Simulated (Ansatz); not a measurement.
# Si6H2O13: geometry relaxation (part 3 of 4)

Continued. System: Si6H2O13 (slab, 21 atoms in the cell). Method: DFT PBE+D3(BJ), scalar-relativistic, plane waves, PAW, no spin polarisation (Ansatz 0.2.0); cutoff 420 eV, 3×3×1 k-mesh, Gaussian smearing of 0.05 eV. The structure derives from an entry of the Crystallography Open Database. The input holds or restrains some coordinates. It belongs to a series of runs on one base structure; here: 1 H2O a cell, flat, over a hollow Si-O-O site.

Geometry of the input (Å; fractional positions):
```
4.9153  0.0000  0.0000
0.0000  5.4221  0.0000
0.0000  0.0000  25.9269
O  0.7268  0.7798  0.3086
O  0.9311  0.2202  0.3309
Si 0.2331  0.3333  0.3401
Si 0.7331  0.0000  0.3512
O  0.4311  0.1131  0.3604
O  0.2268  0.5536  0.3828
O  0.8421  0.8869  0.4054
Si 0.0339  0.6667  0.4278
O  0.8421  0.4464  0.4501
O  0.2297  0.7729  0.4731
O  0.4340  0.2134  0.4938
Si 0.7357  0.3265  0.5038
Si 0.2364  -0.0036  0.5154
O  0.9352  0.1092  0.5236
O  0.7116  0.5458  0.5471
O  0.3462  0.8785  0.5694
Si 0.4484  0.6032  0.5838
O  0.3070  0.4179  0.6188
O  0.6875  0.1463  0.6955
H  0.5127  0.2371  0.6955
H  0.8283  0.2769  0.6955
```

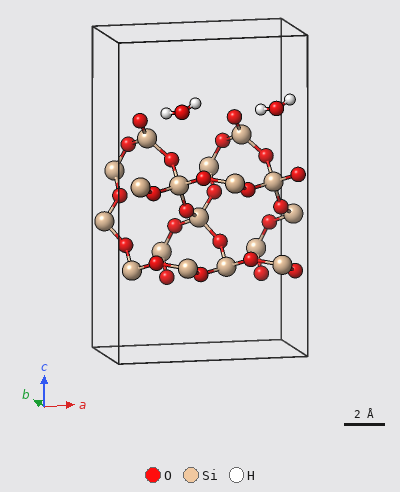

Fig. 1: The geometry at step 8 of the log (ball-and-stick view of the 2 × 1 repeat of the cell, with the vacuum cut short, seen slightly off an axis).

## Trajectory as extended XYZ, continued
```
21
Lattice="4.9153 0.0000 0.0000 0.0000 5.4221 0.0000 0.0000 0.0000 25.9269" Properties=species:S:1:pos:R:3:forces:R:3 step=2 energy=-11237.32162
O     3.5726    4.2280    8.0000   -0.2403   0.4664   0.5952
O     4.5766    1.1941    8.5796    1.4580   1.5301  -0.4473
Si    1.1456    1.8074    8.8179   -0.9699  -0.1795   2.1786
Si    3.6032    0.0000    9.1063    0.4237  -3.6324  -2.3524
O     2.1189    0.6133    9.3446   -0.9385   1.5118  -0.3580
O     1.1150    3.0015    9.9242    0.5074  -0.4172  -0.7704
O     4.1390    4.8088   10.5109    0.4101   0.1923   1.2799
Si    0.1665    3.6147   11.0905   -0.7421   0.5833  -0.1817
O     4.1390    2.4206   11.6701    0.0395  -0.0631   0.1070
O     1.1278    4.1916   12.2665    0.0221   0.0262   0.1083
O     2.1296    1.1599   12.8013   -0.0029   0.0126   0.0644
Si    3.6127    1.7731   13.0623    0.0236   0.0100  -0.1571
Si    1.1586   -0.0166   13.3632   -0.0225  -0.0196  -0.1567
O     4.5932    0.5949   13.5772    0.0076   0.0032   0.0468
O     3.4929    2.9622   14.1894   -0.1003  -0.0259   0.1070
O     1.7015    4.7730   14.7627   -0.0208  -0.0862   0.0601
Si    2.2059    3.2846   15.1460    0.1313   0.1590  -0.0341
O     1.5168    2.2944   16.0759   -0.0050  -0.0107   0.1211
O     3.4011    0.7585   18.0778   -0.8734   0.9313  -0.4353
H     2.5632    1.2620   17.8432    1.0750  -0.6805   0.1722
H     4.0880    1.4522   17.9959   -0.1819  -0.3110   0.0515
21
Lattice="4.9153 0.0000 0.0000 0.0000 5.4221 0.0000 0.0000 0.0000 25.9269" Properties=species:S:1:pos:R:3:forces:R:3 step=3 energy=-11237.38463
O     3.5726    4.2280    8.0000   -0.2402   0.4702   0.6005
O     4.5766    1.1941    8.5796    1.4569   1.5299  -0.4449
Si    1.1456    1.8074    8.8179   -0.9689  -0.1843   2.1715
Si    3.6032    0.0000    9.1063    0.4228  -3.6343  -2.3599
O     2.1189    0.6133    9.3446   -0.9374   1.5108  -0.3549
O     1.1150    3.0015    9.9242    0.5053  -0.4075  -0.7518
O     4.1390    4.8088   10.5109    0.4101   0.1920   1.2792
Si    0.1665    3.6147   11.0905   -0.7307   0.6016  -0.1617
O     4.1390    2.4206   11.6701    0.0330  -0.0477   0.1032
O     1.1252    4.1940   12.2693    0.0029   0.0202   0.0773
O     2.1241    1.1670   12.8020    0.0131   0.0341   0.0526
Si    3.6080    1.7792   13.0630    0.0063   0.0333  -0.0960
Si    1.1536   -0.0109   13.3616    0.0005  -0.0304  -0.1091
O     4.5882    0.6006   13.5792    0.0196  -0.0053   0.0449
O     3.4923    2.9702   14.1916   -0.0838  -0.0681   0.0378
O     1.7036    4.7882   14.7640   -0.0437  -0.0798   0.0182
Si    2.2217    3.3090   15.1635    0.1034   0.1173   0.0629
O     1.5509    2.3350   16.1252    0.0212  -0.0020   0.0634
O     3.4488    0.6670   17.9228   -0.5804   0.6339  -0.3554
H     2.6236    1.1679   17.6774    0.7629  -0.4221   0.1007
H     4.1399    1.3586   17.8911   -0.1727  -0.2617   0.0204
21
Lattice="4.9153 0.0000 0.0000 0.0000 5.4221 0.0000 0.0000 0.0000 25.9269" Properties=species:S:1:pos:R:3:forces:R:3 step=4 energy=-11237.44111
O     3.5726    4.2280    8.0000   -0.2410   0.4650   0.5915
O     4.5766    1.1941    8.5796    1.4607   1.5327  -0.4493
Si    1.1456    1.8074    8.8179   -0.9721  -0.1852   2.1861
Si    3.6032    0.0000    9.1063    0.4273  -3.6337  -2.3412
O     2.1189    0.6133    9.3446   -0.9397   1.5143  -0.3616
O     1.1150    3.0015    9.9242    0.5096  -0.4085  -0.7565
O     4.1390    4.8088   10.5109    0.4068   0.1970   1.2643
Si    0.1665    3.6147   11.0905   -0.7213   0.6144  -0.1097
O     4.1390    2.4206   11.6701    0.0258  -0.0327   0.0967
O     1.1232    4.1951   12.2720   -0.0158   0.0063   0.0244
O     2.1200    1.1726   12.8039    0.0220   0.0416   0.0287
Si    3.6044    1.7840   13.0639   -0.0021   0.0413  -0.0085
Si    1.1498   -0.0075   13.3606    0.0208  -0.0232  -0.0302
O     4.5847    0.6046   13.5812    0.0251  -0.0058   0.0247
O     3.4918    2.9750   14.1956   -0.0777  -0.0911  -0.0104
O     1.7047    4.7995   14.7660   -0.0589  -0.0851  -0.0225
Si    2.2383    3.3307   15.1836    0.0768   0.0889   0.1034
O     1.5792    2.3695   16.1681    0.0519   0.0388   0.0297
O     3.4520    0.5950   17.7415    0.0690   0.8150  -0.1222
H     2.6697    1.1654   17.5361    0.4655  -0.3072  -0.0358
H     4.1814    1.2536   17.8508   -0.5312  -0.5809  -0.1006
21
Lattice="4.9153 0.0000 0.0000 0.0000 5.4221 0.0000 0.0000 0.0000 25.9269" Properties=species:S:1:pos:R:3:forces:R:3 step=5 energy=-11237.50263
O     3.5726    4.2280    8.0000   -0.2409   0.4672   0.5947
O     4.5766    1.1941    8.5796    1.4598   1.5326  -0.4479
Si    1.1456    1.8074    8.8179   -0.9700  -0.1875   2.1773
Si    3.6032    0.0000    9.1063    0.4268  -3.6342  -2.3458
O     2.1189    0.6133    9.3446   -0.9396   1.5129  -0.3586
O     1.1150    3.0015    9.9242    0.5083  -0.4006  -0.7415
O     4.1390    4.8088   10.5109    0.4081   0.1965   1.2649
Si    0.1665    3.6147   11.0905   -0.7109   0.6285  -0.0894
O     4.1390    2.4206   11.6701    0.0107  -0.0271   0.1159
O     1.1211    4.1963   12.2748   -0.0296   0.0041  -0.0025
O     2.1158    1.1784   12.8060    0.0300   0.0486   0.0157
Si    3.6007    1.7890   13.0653   -0.0045   0.0565   0.0392
Si    1.1461   -0.0038   13.3597    0.0401  -0.0225   0.0147
O     4.5812    0.6089   13.5835    0.0294  -0.0048   0.0149
O     3.4915    2.9805   14.1996   -0.0867  -0.1157  -0.0368
O     1.7067    4.8123   14.7683   -0.0808  -0.0988  -0.0558
Si    2.2568    3.3552   15.2056    0.0625   0.0661   0.1709
O     1.6138    2.4107   16.2199    0.1086   0.0661  -0.0587
O     3.4484    0.5289   17.5889    0.1001   0.8350  -0.1459
H     2.7076    1.1444   17.3462    0.4524  -0.3384   0.0315
H     4.2011    1.1479   17.7623   -0.5729  -0.5834  -0.1564
21
Lattice="4.9153 0.0000 0.0000 0.0000 5.4221 0.0000 0.0000 0.0000 25.9269" Properties=species:S:1:pos:R:3:forces:R:3 step=6 energy=-11237.58324
O     3.5726    4.2280    8.0000   -0.2423   0.4626   0.5836
O     4.5766    1.1941    8.5796    1.4656   1.5373  -0.4559
Si    1.1456    1.8074    8.8179   -0.9773  -0.1887   2.2086
Si    3.6032    0.0000    9.1063    0.4337  -3.6366  -2.3181
O     2.1189    0.6133    9.3446   -0.9421   1.5186  -0.3711
O     1.1150    3.0015    9.9242    0.5161  -0.4071  -0.7608
O     4.1390    4.8088   10.5109    0.4024   0.2043   1.2420
Si    0.1665    3.6147   11.0905   -0.7046   0.6364  -0.0236
O     4.1390    2.4206   11.6701    0.0084  -0.0165   0.1077
O     1.1197    4.1970   12.2768   -0.0435  -0.0017  -0.0493
O     2.1137    1.1831   12.8089    0.0329   0.0459  -0.0061
Si    3.5990    1.7931   13.0671    0.0021   0.0497   0.1024
Si    1.1446   -0.0017   13.3595    0.0607  -0.0170   0.0879
O     4.5800    0.6121   13.5861    0.0264   0.0042  -0.0108
O     3.4945    2.9854   14.2021   -0.0898  -0.1246  -0.0500
O     1.7097    4.8215   14.7706   -0.1084  -0.1227  -0.1019
Si    2.2800    3.3773   15.2271    0.0532   0.1093   0.2133
O     1.6534    2.4454   16.2653    0.1258   0.0982  -0.1293
O     3.4244    0.4688   17.4053    0.0713   0.1171  -0.1158
H     2.7329    1.1308   17.1839    0.0245  -0.0351  -0.0806
H     4.1915    1.0200   17.6506   -0.1148  -0.2326  -0.0704
21
Lattice="4.9153 0.0000 0.0000 0.0000 5.4221 0.0000 0.0000 0.0000 25.9269" Properties=species:S:1:pos:R:3:forces:R:3 step=7 energy=-11237.66196
O     3.5726    4.2280    8.0000   -0.2446   0.4601   0.5700
O     4.5766    1.1941    8.5796    1.4741   1.5442  -0.4698
Si    1.1456    1.8074    8.8179   -0.9870  -0.1871   2.2563
Si    3.6032    0.0000    9.1063    0.4447  -3.6449  -2.2731
O     2.1189    0.6133    9.3446   -0.9461   1.5269  -0.3912
O     1.1150    3.0015    9.9242    0.5299  -0.4233  -0.8016
O     4.1390    4.8088   10.5109    0.3901   0.2180   1.2017
Si    0.1665    3.6147   11.0905   -0.7061   0.6393   0.0614
O     4.1390    2.4206   11.6701    0.0111  -0.0013   0.0926
O     1.1188    4.1979   12.2777   -0.0488   0.0016  -0.0917
O     2.1131    1.1883   12.8128    0.0289   0.0307  -0.0303
Si    3.5985    1.7978   13.0700    0.0114   0.0406   0.1669
Si    1.1443    0.0001   13.3591    0.0790   0.0009   0.1549
O     4.5804    0.6156   13.5885    0.0176   0.0154  -0.0398
O     3.4999    2.9917   14.2044   -0.0877  -0.1189  -0.0474
O     1.7124    4.8299   14.7721   -0.1331  -0.1472  -0.1408
Si    2.3109    3.4044   15.2530    0.0691   0.2007   0.1900
O     1.6976    2.4809   16.3069    0.1346   0.0643  -0.1233
O     3.4007    0.3843   17.2312    0.1291   0.1923  -0.0906
H     2.7434    1.0961   17.0406    0.0981  -0.1042  -0.0425
H     4.1890    0.8765   17.5403   -0.2639  -0.3073  -0.1513
21
Lattice="4.9153 0.0000 0.0000 0.0000 5.4221 0.0000 0.0000 0.0000 25.9269" Properties=species:S:1:pos:R:3:forces:R:3 step=8 energy=-11237.75586
O     3.5726    4.2280    8.0000   -0.2477   0.4556   0.5509
O     4.5766    1.1941    8.5796    1.4859   1.5537  -0.4881
Si    1.1456    1.8074    8.8179   -1.0020  -0.1862   2.3242
Si    3.6032    0.0000    9.1063    0.4594  -3.6556  -2.2138
O     2.1189    0.6133    9.3446   -0.9513   1.5390  -0.4187
O     1.1150    3.0015    9.9242    0.5479  -0.4463  -0.8575
O     4.1390    4.8088   10.5109    0.3727   0.2359   1.1489
Si    0.1665    3.6147   11.0905   -0.7115   0.6414   0.1633
O     4.1390    2.4206   11.6701    0.0221   0.0191   0.0631
O     1.1180    4.1994   12.2778   -0.0538   0.0070  -0.1352
O     2.1131    1.1938   12.8167    0.0281   0.0191  -0.0547
Si    3.5987    1.8029   13.0733    0.0138   0.0387   0.2291
Si    1.1445    0.0022   13.3588    0.0980   0.0094   0.2196
O     4.5813    0.6196   13.5908    0.0084   0.0244  -0.0668
O     3.5070    2.9999   14.2054   -0.0804  -0.1202  -0.0502
O     1.7150    4.8379   14.7728   -0.1869  -0.1741  -0.2030
Si    2.3442    3.4328   15.2772    0.1059   0.3347   0.2158
O     1.7452    2.5145   16.3446    0.1476   0.0025  -0.1196
O     3.3719    0.2936   17.0652    0.1183   0.1186  -0.0887
H     2.7472    1.0464   16.9142    0.1025  -0.1181  -0.0408
H     4.1767    0.7235   17.4204   -0.2768  -0.2985  -0.1776
21
Lattice="4.9153 0.0000 0.0000 0.0000 5.4221 0.0000 0.0000 0.0000 25.9269" Properties=species:S:1:pos:R:3:forces:R:3 step=9 energy=-11237.86505
O     3.5726    4.2280    8.0000   -0.2482   0.4574   0.5505
O     4.5766    1.1941    8.5796    1.4879   1.5556  -0.4910
Si    1.1456    1.8074    8.8179   -1.0051  -0.1878   2.3347
Si    3.6032    0.0000    9.1063    0.4623  -3.6599  -2.2057
O     2.1189    0.6133    9.3446   -0.9526   1.5411  -0.4226
O     1.1150    3.0015    9.9242    0.5503  -0.4497  -0.8633
O     4.1390    4.8088   10.5109    0.3662   0.2392   1.1377
Si    0.1665    3.6147   11.0905   -0.7159   0.6483   0.1666
O     4.1390    2.4206   11.6701    0.0189   0.0225   0.0849
O     1.1176    4.2019   12.2767   -0.0425   0.0395  -0.1125
O     2.1135    1.1998   12.8210    0.0310   0.0086  -0.0412
Si    3.5992    1.8090   13.0774    0.0177   0.0455   0.1883
Si    1.1449    0.0046   13.3584    0.1122   0.0053   0.1856
O     4.5825    0.6242   13.5927   -0.0014   0.0287  -0.0554
O     3.5164    3.0109   14.2053   -0.0809  -0.1124  -0.0073
O     1.7162    4.8447   14.7727   -0.2589  -0.2256  -0.2407
Si    2.3818    3.4638   15.3014    0.1520   0.5097   0.1909
O     1.7973    2.5442   16.3766    0.1711  -0.1000  -0.0809
O     3.3395    0.2010   16.9137    0.1392   0.0552  -0.0484
H     2.7487    0.9909   16.8039    0.0833  -0.1247  -0.0686
H     4.1573    0.5653   17.3101   -0.2885  -0.2976  -0.2002
21
Lattice="4.9153 0.0000 0.0000 0.0000 5.4221 0.0000 0.0000 0.0000 25.9269" Properties=species:S:1:pos:R:3:forces:R:3 step=10 energy=-11237.99885
O     3.5726    4.2280    8.0000   -0.2482   0.4603   0.5525
O     4.5766    1.1941    8.5796    1.4885   1.5567  -0.4918
Si    1.1456    1.8074    8.8179   -1.0068  -0.1903   2.3368
Si    3.6032    0.0000    9.1063    0.4636  -3.6639  -2.2043
O     2.1189    0.6133    9.3446   -0.9534   1.5420  -0.4230
O     1.1150    3.0015    9.9242    0.5506  -0.4510  -0.8615
O     4.1390    4.8088   10.5109    0.3588   0.2407   1.1303
Si    0.1665    3.6147   11.0905   -0.7234   0.6578   0.1467
O     4.1390    2.4206   11.6701    0.0162   0.0259   0.1081
O     1.1171    4.2058   12.2745   -0.0279   0.0691  -0.0906
O     2.1138    1.2068   12.8268    0.0368  -0.0027  -0.0131
Si    3.5999    1.8170   13.0823    0.0096   0.0747   0.1339
Si    1.1444    0.0072   13.3576    0.1375   0.0006   0.1463
O     4.5831    0.6298   13.5943   -0.0154   0.0312  -0.0272
O     3.5288    3.0267   14.2037   -0.0572  -0.1181   0.0108
O     1.7126    4.8479   14.7716   -0.3671  -0.2739  -0.3007
Si    2.4278    3.5002   15.3270    0.1863   0.7119   0.2100
O     1.8641    2.5690   16.4054    0.1879  -0.2284  -0.0549
O     3.3081    0.0993   16.7764    0.1485  -0.0454  -0.0229
H     2.7536    0.9218   16.6938    0.0560  -0.1188  -0.0966
H     4.1363    0.3996   17.2009   -0.2422  -0.2796  -0.1846
21
Lattice="4.9153 0.0000 0.0000 0.0000 5.4221 0.0000 0.0000 0.0000 25.9269" Properties=species:S:1:pos:R:3:forces:R:3 step=11 energy=-11238.16190
O     3.5726    4.2280    8.0000   -0.2484   0.4541   0.5452
O     4.5766    1.1941    8.5796    1.4879   1.5562  -0.4917
Si    1.1456    1.8074    8.8179   -1.0048  -0.1890   2.3300
Si    3.6032    0.0000    9.1063    0.4642  -3.6599  -2.1946
O     2.1189    0.6133    9.3446   -0.9538   1.5418  -0.4216
O     1.1150    3.0015    9.9242    0.5497  -0.4535  -0.8569
O     4.1390    4.8088   10.5109    0.3490   0.2427   1.1214
Si    0.1665    3.6147   11.0905   -0.7367   0.6661   0.1128
O     4.1390    2.4206   11.6701    0.0144   0.0270   0.1189
O     1.1166    4.2105   12.2713   -0.0129   0.0857  -0.0902
O     2.1138    1.2135   12.8360    0.0371  -0.0234   0.0238
Si    3.6005    1.8263   13.0872   -0.0144   0.1322   0.1028
Si    1.1418    0.0086   13.3566    0.1799  -0.0035   0.1385
O     4.5821    0.6355   13.5958   -0.0298   0.0329   0.0082
O     3.5434    3.0459   14.1998    0.0006  -0.1364  -0.0237
O     1.6992    4.8408   14.7692   -0.4729  -0.2964  -0.3397
Si    2.4767    3.5349   15.3503    0.2072   0.8964   0.2814
O     1.9431    2.5756   16.4231    0.1896  -0.3408  -0.0600
O     3.2951   -0.0151   16.6629    0.1024  -0.1479  -0.0650
H     2.7788    0.8362   16.5806    0.0390  -0.1222  -0.0978
H     4.1333    0.2305   17.0976   -0.1487  -0.2620  -0.1429
21
Lattice="4.9153 0.0000 0.0000 0.0000 5.4221 0.0000 0.0000 0.0000 25.9269" Properties=species:S:1:pos:R:3:forces:R:3 step=13 energy=-11238.50547
O     3.5726    4.2280    8.0000   -0.2487   0.4535   0.5433
O     4.5766    1.1941    8.5796    1.4885   1.5568  -0.4923
Si    1.1456    1.8074    8.8179   -1.0063  -0.1891   2.3261
Si    3.6032    0.0000    9.1063    0.4666  -3.6633  -2.1879
O     2.1189    0.6133    9.3446   -0.9548   1.5435  -0.4196
O     1.1150    3.0015    9.9242    0.5504  -0.4628  -0.8570
O     4.1390    4.8088   10.5109    0.3330   0.2436   1.1109
Si    0.1665    3.6147   11.0905   -0.7570   0.6817   0.0513
O     4.1390    2.4206   11.6701    0.0095  -0.0153   0.1103
O     1.1180    4.2172   12.2641    0.0126   0.0933  -0.1137
O     2.1195    1.2137   12.8677    0.0217  -0.0977   0.0951
Si    3.6076    1.8377   13.0951   -0.0519   0.1656   0.0593
Si    1.1393   -0.0004   13.3635    0.2105   0.0464   0.0855
O     4.5836    0.6397   13.6025   -0.0248   0.0367   0.0579
O     3.5761    3.0752   14.1849    0.1344  -0.1126  -0.1552
O     1.6533    4.7833   14.7687   -0.4587  -0.2439  -0.1390
Si    2.5441    3.5522   15.3700    0.3042   0.9356   0.4653
O     2.0782    2.4952   16.3917    0.1343  -0.2803  -0.0639
O     3.3564   -0.2322   16.5253   -0.0650  -0.3977  -0.2749
H     2.9142    0.6629   16.4321   -0.0177  -0.0746  -0.0785
H     4.2422   -0.0814   16.9020   -0.0813  -0.2190  -0.1227
21
Lattice="4.9153 0.0000 0.0000 0.0000 5.4221 0.0000 0.0000 0.0000 25.9269" Properties=species:S:1:pos:R:3:forces:R:3 step=14 energy=-11238.64540
O     3.5726    4.2280    8.0000   -0.2487   0.4560   0.5459
O     4.5766    1.1941    8.5796    1.4888   1.5571  -0.4927
Si    1.1456    1.8074    8.8179   -1.0084  -0.1894   2.3276
Si    3.6032    0.0000    9.1063    0.4672  -3.6666  -2.1899
O     2.1189    0.6133    9.3446   -0.9549   1.5444  -0.4188
O     1.1150    3.0015    9.9242    0.5515  -0.4677  -0.8620
O     4.1390    4.8088   10.5109    0.3307   0.2411   1.1135
Si    0.1665    3.6147   11.0905   -0.7515   0.6916   0.0419
O     4.1390    2.4206   11.6701    0.0112  -0.0602   0.0983
O     1.1205    4.2180   12.2613    0.0176   0.0936  -0.1212
O     2.1276    1.2063   12.8874    0.0203  -0.1266   0.1136
Si    3.6158    1.8378   13.0982   -0.0601   0.1375   0.0303
Si    1.1430   -0.0105   13.3717    0.2005   0.0662   0.0334
O     4.5898    0.6380   13.6084   -0.0135   0.0426   0.0690
O     3.5953    3.0827   14.1755    0.1649  -0.0732  -0.1964
O     1.6349    4.7454   14.7725   -0.4563  -0.2048  -0.0557
Si    2.5693    3.5418   15.3722    0.3683   0.8265   0.4952
O     2.1377    2.4408   16.3668    0.0827  -0.2085  -0.0706
O     3.3955   -0.3231   16.4664   -0.0573  -0.4338  -0.2887
H     2.9816    0.5863   16.3671   -0.0337  -0.0414  -0.0448
H     4.3125   -0.2086   16.7790   -0.1216  -0.1818  -0.1266
21
Lattice="4.9153 0.0000 0.0000 0.0000 5.4221 0.0000 0.0000 0.0000 25.9269" Properties=species:S:1:pos:R:3:forces:R:3 step=15 energy=-11238.81345
O     3.5726    4.2280    8.0000   -0.2491   0.4493   0.5364
O     4.5766    1.1941    8.5796    1.4877   1.5576  -0.4932
Si    1.1456    1.8074    8.8179   -1.0067  -0.1929   2.3162
Si    3.6032    0.0000    9.1063    0.4697  -3.6660  -2.1715
O     2.1189    0.6133    9.3446   -0.9551   1.5461  -0.4172
O     1.1150    3.0015    9.9242    0.5499  -0.4721  -0.8460
O     4.1390    4.8088   10.5109    0.3117   0.2391   1.0960
Si    0.1665    3.6147   11.0905   -0.6956   0.8014   0.0819
O     4.1390    2.4206   11.6701    0.0047  -0.0969   0.0950
O     1.1243    4.2314   12.2549   -0.0054   0.1958   0.0008
O     2.1372    1.2065   12.9279    0.1533  -0.0131   0.1005
Si    3.6243    1.8580   13.1098   -0.0893   0.2411   0.1449
Si    1.1456   -0.0092   13.3877   -0.0044  -0.0421  -0.2268
O     4.5958    0.6560   13.6254    0.0384   0.0047   0.1039
O     3.6346    3.1320   14.1603   -0.1734   0.0137   0.1095
O     1.5900    4.7155   14.7876   -0.2348  -0.3242   0.2397
Si    2.6284    3.5907   15.4088    0.0564  -0.4308  -0.4842
O     2.2332    2.4043   16.3389    0.1292   0.0371  -0.0984
O     3.3890   -0.4430   16.3761    0.2756   0.2215   0.1318
H     2.9824    0.4796   16.3117   -0.0292   0.1067  -0.1144
H     4.3207   -0.3619   16.6554   -0.0357  -0.1746  -0.1075
```
